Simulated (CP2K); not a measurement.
**Si: 6 runs along one coordinate**

System: Si (Fd-3m, 2 atoms in the cell).
Method: Kohn-Sham DFT of a periodic cell, LDA, GTH-PADE with UZH-TZVP basis, no spin polarisation (CP2K 2026.2).

The 6 runs differ only in the geometry, by an even scaling of the cell at fixed fractional positions. The structure derives from a Materials Project entry.

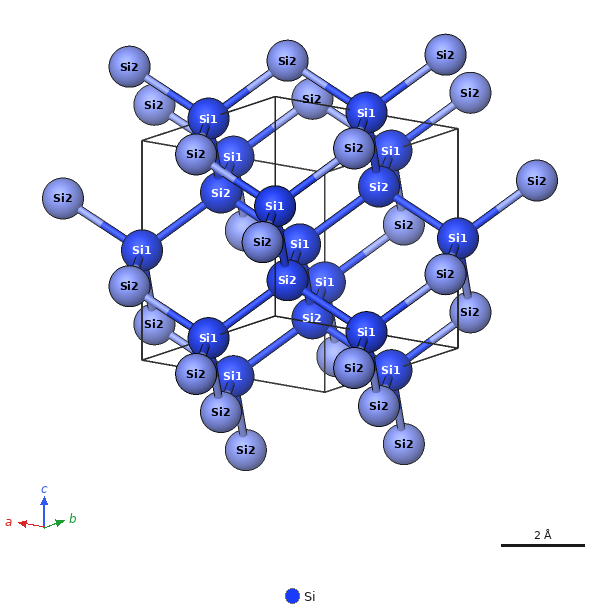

Figure 1. The structure of run 4 (ball-and-stick view of the cell 4 times as large as that of the calculation, set on its symmetry axes, seen at an oblique angle; neighbours outside the cell are drawn fainter; atoms are numbered from 1 in the order of the input). An atom can appear more than once, as a periodic image.

## Input of run 4
```
&GLOBAL
  PROJECT si_eos
  RUN_TYPE ENERGY_FORCE
  PRINT_LEVEL LOW
&END GLOBAL
&FORCE_EVAL
  METHOD QS
  STRESS_TENSOR ANALYTICAL
  &DFT
    BASIS_SET_FILE_NAME BASIS_MOLOPT_UZH
    POTENTIAL_FILE_NAME GTH_POTENTIALS
    WFN_RESTART_FILE_NAME previous-RESTART.kp
    &MGRID
      CUTOFF 450
      REL_CUTOFF 60
      NGRIDS 5
    &END MGRID
    &QS
      METHOD GPW
      EPS_DEFAULT 1.0E-9
    &END QS
    &KPOINTS
      SCHEME MONKHORST-PACK 8 8 8
      GAMMA_CENTERED T
      SYMMETRY T
      SYMMETRY_BACKEND SPGLIB
    &END KPOINTS
    &SCF
      SCF_GUESS RESTART
      EPS_SCF 1.0E-6
      MAX_SCF 100
      ADDED_MOS 10
      CHOLESKY OFF
      EPS_EIGVAL 1.0E-7
      &DIAGONALIZATION ON
        ALGORITHM STANDARD
      &END DIAGONALIZATION
      &MIXING ON
        METHOD BROYDEN_MIXING
        ALPHA 0.4
        BETA 1.5
        NBUFFER 8
      &END MIXING
      &SMEAR ON
        METHOD FERMI_DIRAC
        ELECTRONIC_TEMPERATURE 300.56
      &END SMEAR
    &END SCF
    &XC
      &XC_FUNCTIONAL
        &LDA_X
        &END LDA_X
        &LDA_C_PW
        &END LDA_C_PW
      &END XC_FUNCTIONAL
    &END XC
    &PRINT
      &KPOINTS ON
      &END KPOINTS
      &MULLIKEN ON
      &END MULLIKEN
      &MO ON
        ENERGIES T
        OCCUPATION_NUMBERS T
        &EACH
          QS_SCF 0
        &END EACH
        ADD_LAST NUMERIC
      &END MO
    &END PRINT
  &END DFT
  &SUBSYS
    &CELL
      A 3.8747715186 0.0000000000 0.0000000000
      B 1.9373857594 3.3556505690 0.0000000000
      C 1.9373857594 1.1185501897 3.1637376968
      PERIODIC XYZ
    &END CELL
    &COORD
      SCALED
      Si  0.5000000000 0.5000000000 0.5000000000
      Si  0.7500000000 0.7500000000 0.7500000000
    &END COORD
    &KIND Si
      BASIS_SET TZVP-MOLOPT-PBE-GTH-q4
      POTENTIAL GTH-PADE-q4
    &END KIND
    &PRINT
      &ATOMIC_COORDINATES ON
      &END ATOMIC_COORDINATES
      &CELL ON
      &END CELL
    &END PRINT
  &END SUBSYS
  &PRINT
    &FORCES ON
    &END FORCES
    &STRESS_TENSOR ON
    &END STRESS_TENSOR
  &END PRINT
&END FORCE_EVAL
```

Command:
```bash
OMP_NUM_THREADS=1 cp2k.psmp -i si_eos.inp -o si_eos.out
```

Lattice vectors (Å) and fractional positions of run 4:
```
   3.874772    0.000000    0.000000
   1.937386    3.355651    0.000000
   1.937386    1.118550    3.163738
Si  0.500000  0.500000  0.500000
Si  0.750000  0.750000  0.750000
```

Run 2 differs from it as follows:
```diff
-      A 3.8747715186 0.0000000000 0.0000000000
-      B 1.9373857594 3.3556505690 0.0000000000
-      C 1.9373857594 1.1185501897 3.1637376968
+      A 3.7972552035 0.0000000000 0.0000000000
+      B 1.8986276018 3.2885194709 0.0000000000
+      C 1.8986276018 1.0961731570 3.1004458905
```

## Results, with one run withheld

| run | volume per atom (Å³) | free energy per atom, from the lowest run given (meV) | pressure (GPa) | gap on the mesh (eV) |
| --- | --- | --- | --- | --- |
| 1 | 18.955 | 4.82 | 3.10 | 0.54 |
| 2 | 19.358 | ? | ? | ? |
| 3 | 19.761 | 0.00 | −1.04 | 0.61 |
| 4 | 20.568 | 13.96 | −4.38 | 0.68 |
| 5 | 20.971 | 26.79 | −5.80 | 0.71 |
| 6 | 21.375 | 43.00 | −7.07 | 0.74 |

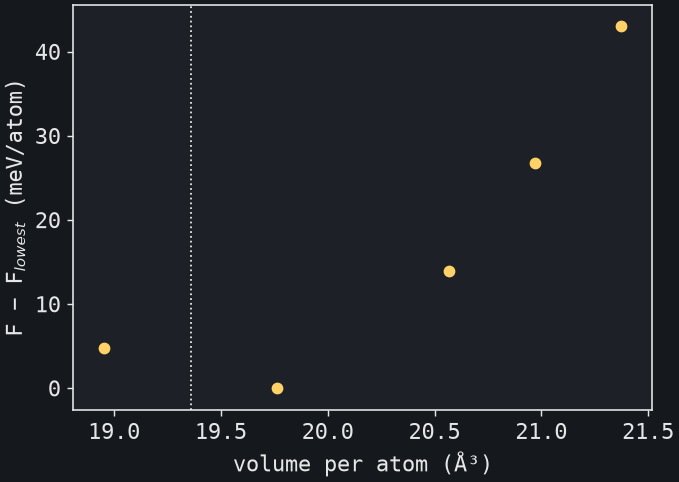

Figure 2. Free energy per atom of the runs given; the dotted line marks run 2.

Fit the runs given and predict run 2.

A cubic polynomial in V^(−2/3) (the Birch–Murnaghan form), fitted to the 5 runs given, misses them by at most 0.01 meV per atom. With x = V^(−2/3) − 0.13440 Å⁻², it reads F = 7.396 − 4714.3 x + 6.8091e+05 x² + 9.5989e+05 x³ (meV per atom). At run 2 it gives −0.20 meV per atom, and the run itself gives −0.20. The slope of the fit gives a pressure −dF/dV of 0.92 GPa there, and the run prints 0.92 GPa. The fit has its minimum at 19.541 Å³ per atom, where V d²F/dV² gives 95.7 GPa: the bulk modulus at this level, since symmetry fixes the shape and the positions. The gap on the mesh goes, without turning, from 0.54 eV in run 1 to 0.74 eV in run 6; run 2 has 0.58 eV. These are gaps of this functional on this mesh, which can miss the band edges; they aren't the measured gap.

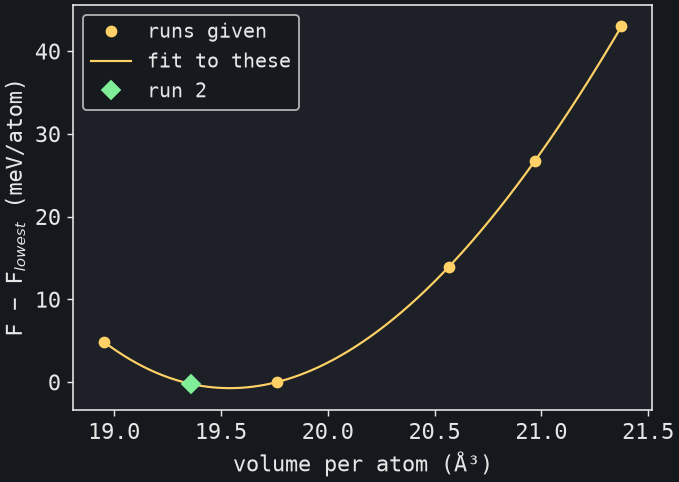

Figure 3. The fit and the withheld run.

## Some lines of the output (run 2)
```
[...]
 MO| Band gap:            0.104046 a.u.          2.831237 eV
 MO| Band gap:            0.145952 a.u.          3.971561 eV
 MO| Band gap:            0.133810 a.u.          3.641167 eV
 MO| Band gap:            0.119943 a.u.          3.263808 eV
 MO| Band gap:            0.135627 a.u.          3.690588 eV
 MO| Band gap:            0.137414 a.u.          3.739223 eV
 MO| Band gap:            0.141745 a.u.          3.857086 eV
 MO| Band gap:            0.137895 a.u.          3.752303 eV
 MO| Band gap:            0.132536 a.u.          3.606478 eV
 MO| Band gap:            0.145036 a.u.          3.946636 eV
 MO| Band gap:            0.178088 a.u.          4.846010 eV
 MO| Band gap:            0.205265 a.u.          5.585536 eV
 MO| Band gap:            0.209122 a.u.          5.690512 eV
 MO| Band gap:            0.183761 a.u.          5.000396 eV
```
